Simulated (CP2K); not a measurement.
**Geometry relaxation, with input and output: BN (part 4 of 4)**

Continued. System: BN (P6₃mc, 4 atoms in the cell). Method: DFTB (no charge self-consistency), tables shipped with the program (CP2K 2026.2); 9×9×5 k-mesh. The structure was built on a prototype by a generator. The geometry comes from this level: r2SCAN.

Geometry of the input (Å; fractional positions):
```
2.5439  0.0000  0.0000
-1.2720  2.2031  0.0000
-0.0000  -0.0000  4.2078
B  0.3333  0.6667  0.0002
B  0.6667  0.3333  0.5002
N  0.3333  0.6667  0.3748
N  0.6667  0.3333  0.8748
```

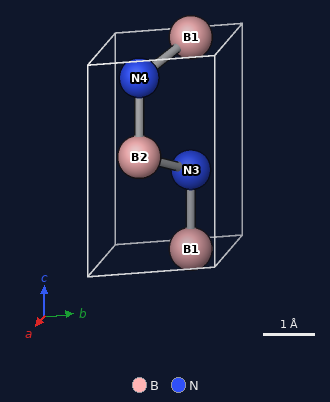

Fig. 1: The geometry at step 4 of the log (ball-and-stick view of the cell of the calculation, seen slightly off an axis; atoms are numbered from 1 in the order of the input).

The program's output, continued
```
 CELL| Volume [angstrom^3]:                                            25.487703
 CELL| Vector a [angstrom]:       2.601     0.000     0.000   |a| =     2.600968
 CELL| Vector b [angstrom]:      -1.272     2.269     0.000   |b| =     2.601223
 CELL| Vector c [angstrom]:      -0.000    -0.000     4.319   |c| =     4.318847
 CELL| Angle (b,c), alpha [degree]:                                    90.000000
 CELL| Angle (a,c), beta  [degree]:                                    90.000000
 CELL| Angle (a,b), gamma [degree]:                                   119.276678
 CELL| Numerically orthorhombic:                                              NO
 CELL| Periodicity                                                           XYZ

 Extrapolation method: ASPC

 Number of electrons:                                                         16
 Number of occupied orbitals:                                                  8
 Number of molecular orbitals:                                                16

 Number of orbital functions:                                                 16
 Number of independent orbital functions:                                     16

 Diagonalization                       Time:      0.25             -6.9891063936
  Core Hamiltonian energy:                                     -7.47672675978093
  Repulsive potential energy:                                   0.48762036615826
  Dispersion energy:                                            0.00000000000000
  Electronic entropic energy:                                  -0.00000000000000
  Fermi energy:                                                -0.16622721289791

  Total energy:                                                -6.98910639362267

 ENERGY| Total FORCE_EVAL ( QS ) energy [hartree]             -6.989106393622674

 FORCES| Atomic forces [hartree/bohr]
 FORCES|   Atom     x               y               z               |f|
 FORCES|      1  3.96054179E-04 -2.38313731E-04 -5.79593216E-05   4.65845071E-04
 FORCES|      2 -3.96054186E-04  2.38313733E-04 -5.79593223E-05   4.65845078E-04
 FORCES|      3 -3.93557894E-07 -1.91719322E-06  5.79593225E-05   5.79923580E-05
 FORCES|      4  3.93564271E-07  1.91719130E-06  5.79593213E-05   5.79923568E-05
 FORCES| Sum     2.68882139E-17 -2.55871713E-17 -5.89805982E-17
 FORCES| Total atomic force                                       6.96878063E-17

 STRESS| Analytical stress tensor [bar]
 STRESS|                        x                   y                   z
 STRESS|      x        2.18928819108E+04  -3.92091945111E+04   6.74297488444E-06
 STRESS|      y       -3.92091945111E+04  -2.28896983408E+04   1.52439284631E-05
 STRESS|      z        6.74297488444E-06   1.52439284631E-05  -2.15663762203E+02
 STRESS| 1/3 Trace                                            -4.04160064081E+02
 STRESS| Determinant                                           4.39626782913E+11

 STRESS| Eigenvectors and eigenvalues of the analytical stress tensor [bar]
 STRESS|                        1                   2                   3
 STRESS| Eigenvalues  -4.56507149967E+04  -2.15663762203E+02   4.46538985667E+04
 STRESS|      x           0.502042934068      0.000000000218      0.864842698039
 STRESS|      y           0.864842698039      0.000000000295     -0.502042934068
 STRESS|      z          -0.000000000365      1.000000000000     -0.000000000041

 SPGR STRESS| Symmetrized stress tensor [GPa]
 SPGR STRESS|                        x                   y                   z
 SPGR STRESS|      x        1.56295449787E-02   1.98569975879E-04   1.53944660643E-20
 SPGR STRESS|      y        1.98569975879E-04   1.58562849487E-02   6.24946395681E-21
 SPGR STRESS|      z        1.53944660643E-20   6.24946395681E-21  -2.15663762203E-02
 SPGR STRESS| 1/3 Trace                                             3.30648456904E-03
 SPGR STRESS| Determinant                                          -5.34386957886E-06

 SPGR STRESS| Eigenvectors and eigenvalues of the symmetrized stress tensor [GPa]
 SPGR STRESS|                        1                   2                   3
 SPGR STRESS| Eigenvalues  -2.15663762203E-02   1.55142606639E-02   1.59715692635E-02
 SPGR STRESS|      x          -0.000000000000      0.864816142672      0.502088676804
 SPGR STRESS|      y          -0.000000000000     -0.502088676804      0.864816142672
 SPGR STRESS|      z           1.000000000000      0.000000000000      0.000000000000

 OPT| **************************************************************************
 OPT| Step number                                                              9
 OPT| Optimization method                                                   BFGS
 OPT| Total energy [hartree]                                       -6.9891063936
 OPT| Internal pressure [bar]                                      33.0648456904
 OPT| Effective energy change [hartree]                            -0.0000011566
 OPT| Predicted energy change [hartree]                            -0.0000001510
 OPT| Scaling factor                                                0.0000000000
 OPT| Step size                                                     0.0016809403
 OPT| Trust radius                                                  0.4724315332
 OPT| Decrease in energy                                                     YES
 OPT| Used time [s]                                                        0.619
 OPT|
 OPT| Maximum step size                                             0.0016809403
 OPT| Convergence limit for maximum step size                       0.0030000000
 OPT| Maximum step size is converged                                         YES
 OPT|
 OPT| RMS step size                                                 0.0004119317
 OPT| Convergence limit for RMS step size                           0.0015000000
 OPT| RMS step size is converged                                             YES
 OPT|
 OPT| Maximum gradient                                              0.0000564693
 OPT| Convergence limit for maximum gradient                        0.0003000000
 OPT| Maximum gradient is converged                                          YES
 OPT|
 OPT| RMS gradient                                                  0.0000277005
 OPT| Convergence limit for RMS gradient                            0.0003000000
 OPT| RMS gradient is converged                                              YES
 OPT|
 OPT| Pressure deviation [bar]                                     33.0648456904
 OPT| Pressure tolerance [bar]                                    300.0000000000
 OPT| Pressure is converged                                                  YES
 OPT| **************************************************************************
 OPT| Estimated peak process memory after this step [MiB]                    157

 *******************************************************************************
 ***                    GEOMETRY OPTIMIZATION COMPLETED                      ***
 *******************************************************************************

 write_final_structure: Optimization converged, writing XYZ file gladly:
  run-FINAL-1_9.xyz

 write_final_structure: Optimization converged, writing CIF file gladly:
  run-FINAL-1_9.cif

 write_final_structure: Done!

                    Reevaluating energy at the minimum

 CELL| Volume [angstrom^3]:                                            25.487703
 CELL| Vector a [angstrom]:       2.601     0.000     0.000   |a| =     2.600968
 CELL| Vector b [angstrom]:      -1.272     2.269     0.000   |b| =     2.601223
 CELL| Vector c [angstrom]:      -0.000    -0.000     4.319   |c| =     4.318847
 CELL| Angle (b,c), alpha [degree]:                                    90.000000
 CELL| Angle (a,c), beta  [degree]:                                    90.000000
 CELL| Angle (a,b), gamma [degree]:                                   119.276678
 CELL| Numerically orthorhombic:                                              NO
 CELL| Periodicity                                                           XYZ

 Extrapolation method: ASPC

 Number of electrons:                                                         16
 Number of occupied orbitals:                                                  8
 Number of molecular orbitals:                                                16

 Number of orbital functions:                                                 16
 Number of independent orbital functions:                                     16

 Diagonalization                       Time:      0.25             -6.9891063936
  Core Hamiltonian energy:                                     -7.47672675978093
  Repulsive potential energy:                                   0.48762036615826
  Dispersion energy:                                            0.00000000000000
  Electronic entropic energy:                                  -0.00000000000000
  Fermi energy:                                                -0.16622721289791

  Total energy:                                                -6.98910639362267

 ENERGY| Total FORCE_EVAL ( QS ) energy [hartree]             -6.989106393622674
```

Trajectory as extended XYZ (Å, eV, eV/Å), 9 frames, from step=0 to step=8
```
4
Lattice="2.5584 0.0000 0.0000 -1.2720 2.2198 0.0000 0.0000 0.0000 4.2167" Properties=species:S:1:pos:R:3:forces:R:3 step=0 energy=-190.10270
B     0.0048    1.4799    0.0019   -0.0036   0.0021   0.0391
B     1.2816    0.7399    2.1102    0.0036  -0.0021   0.0391
N     0.0048    1.4799    1.5794   -0.0089   0.0052  -0.0391
N     1.2816    0.7399    3.6877    0.0089  -0.0052  -0.0391
4
Lattice="2.6001 0.0000 0.0000 -1.2718 2.2680 0.0000 0.0000 0.0000 4.2481" Properties=species:S:1:pos:R:3:forces:R:3 step=1 energy=-190.16706
B     0.0188    1.5120    0.0035    0.0184  -0.0109  -0.0204
B     1.3095    0.7560    2.1276   -0.0184   0.0109  -0.0204
N     0.0188    1.5120    1.5895   -0.0030   0.0017   0.0204
N     1.3095    0.7560    3.7136    0.0030  -0.0017   0.0204
4
Lattice="2.6076 0.0000 0.0000 -1.2718 2.2766 0.0000 0.0000 0.0000 4.2590" Properties=species:S:1:pos:R:3:forces:R:3 step=2 energy=-190.16984
B     0.0213    1.5177    0.0036    0.0259  -0.0154  -0.0167
B     1.3144    0.7589    2.1331   -0.0259   0.0154  -0.0167
N     0.0213    1.5177    1.5935    0.0016  -0.0010   0.0167
N     1.3144    0.7589    3.7230   -0.0016   0.0010   0.0167
4
Lattice="2.6113 0.0000 0.0000 -1.2718 2.2809 0.0000 0.0000 0.0000 4.2721" Properties=species:S:1:pos:R:3:forces:R:3 step=3 energy=-190.17230
B     0.0226    1.5206    0.0034    0.0302  -0.0180  -0.0125
B     1.3169    0.7603    2.1395   -0.0302   0.0180  -0.0125
N     0.0226    1.5206    1.5986    0.0046  -0.0028   0.0125
N     1.3169    0.7603    3.7346   -0.0046   0.0028   0.0125
4
Lattice="2.6120 0.0000 0.0000 -1.2719 2.2817 0.0000 0.0000 0.0000 4.2940" Properties=species:S:1:pos:R:3:forces:R:3 step=4 energy=-190.17660
B     0.0228    1.5211    0.0030    0.0315  -0.0189  -0.0114
B     1.3174    0.7606    2.1500   -0.0315   0.0189  -0.0114
N     0.0228    1.5211    1.6073    0.0061  -0.0037   0.0114
N     1.3174    0.7606    3.7543   -0.0061   0.0037   0.0114
4
Lattice="2.6076 0.0000 0.0000 -1.2720 2.2766 0.0000 0.0000 0.0000 4.3143" Properties=species:S:1:pos:R:3:forces:R:3 step=5 energy=-190.18090
B     0.0212    1.5177    0.0022    0.0272  -0.0163  -0.0150
B     1.3144    0.7589    2.1594   -0.0272   0.0163  -0.0150
N     0.0212    1.5177    1.6156    0.0040  -0.0025   0.0150
N     1.3144    0.7589    3.7728   -0.0040   0.0025   0.0150
4
Lattice="2.6026 0.0000 0.0000 -1.2721 2.2708 0.0000 0.0000 0.0000 4.3210" Properties=species:S:1:pos:R:3:forces:R:3 step=6 energy=-190.18288
B     0.0195    1.5139    0.0017    0.0221  -0.0133  -0.0118
B     1.3110    0.7569    2.1621   -0.0221   0.0133  -0.0118
N     0.0195    1.5139    1.6187    0.0011  -0.0008   0.0118
N     1.3110    0.7569    3.7792   -0.0011   0.0008   0.0118
4
Lattice="2.6011 0.0000 0.0000 -1.2721 2.2691 0.0000 0.0000 0.0000 4.3197" Properties=species:S:1:pos:R:3:forces:R:3 step=7 energy=-190.18324
B     0.0190    1.5128    0.0015    0.0206  -0.0124  -0.0060
B     1.3101    0.7564    2.1613   -0.0206   0.0124  -0.0060
N     0.0190    1.5128    1.6184    0.0001  -0.0002   0.0060
N     1.3101    0.7564    3.7783   -0.0001   0.0002   0.0060
4
Lattice="2.6010 0.0000 0.0000 -1.2721 2.2690 0.0000 0.0000 0.0000 4.3188" Properties=species:S:1:pos:R:3:forces:R:3 step=8 energy=-190.18327
B     0.0189    1.5126    0.0014    0.0204  -0.0123  -0.0030
B     1.3100    0.7563    2.1608   -0.0204   0.0123  -0.0030
N     0.0189    1.5126    1.6182    0.0000  -0.0001   0.0030
N     1.3100    0.7563    3.7776    0.0000   0.0001   0.0030
```

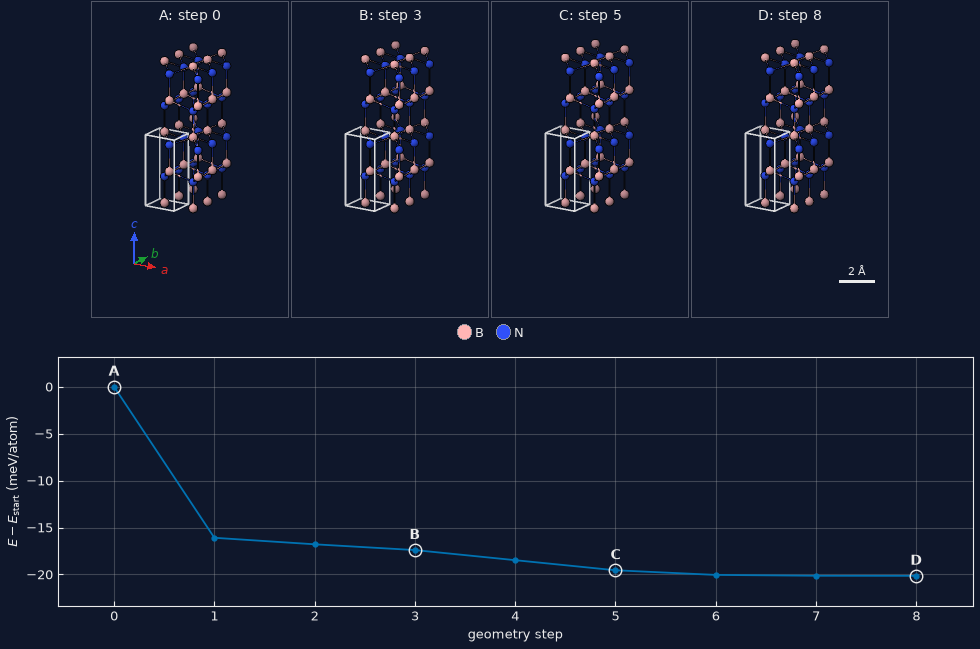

Fig. 2: Frames of the relaxation (ball-and-stick view of the cell of the calculation, repeated 2 × 3 × 2, seen slightly off an axis) above the curves, on which the letters mark them (steps are counted from 0).

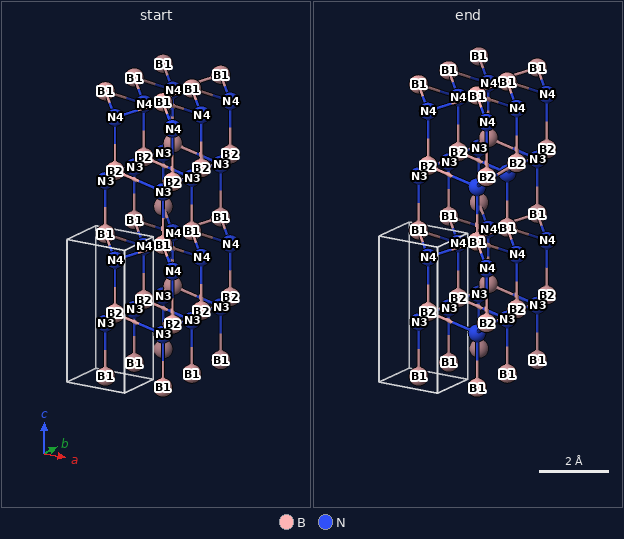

Fig. 3: Before (left) and after (right) the relaxation, at one scale (ball-and-stick view of the cell of the calculation, repeated 2 × 3 × 2, seen slightly off an axis). No atom moves by more than 0.005 Å relative to the cell. The volume changes by +6.4 %, with a = b 2.558 → 2.601 Å (+1.7 %), c 4.217 → 4.319 Å (+2.4 %), γ 119.8° → 119.3°. Among the contacts that change: B1–N3 1.578 → 1.617 Å, B1–N4 1.572 → 1.607 Å. The space group stays Cmc2_1 (No. 36). After 8 geometry steps the energy has fallen by 20.1 meV per atom. Largest force component: 0.039 eV/Å at the start, 0.02 eV/Å at the end. (Atoms are counted from 1 in the order of the input.)
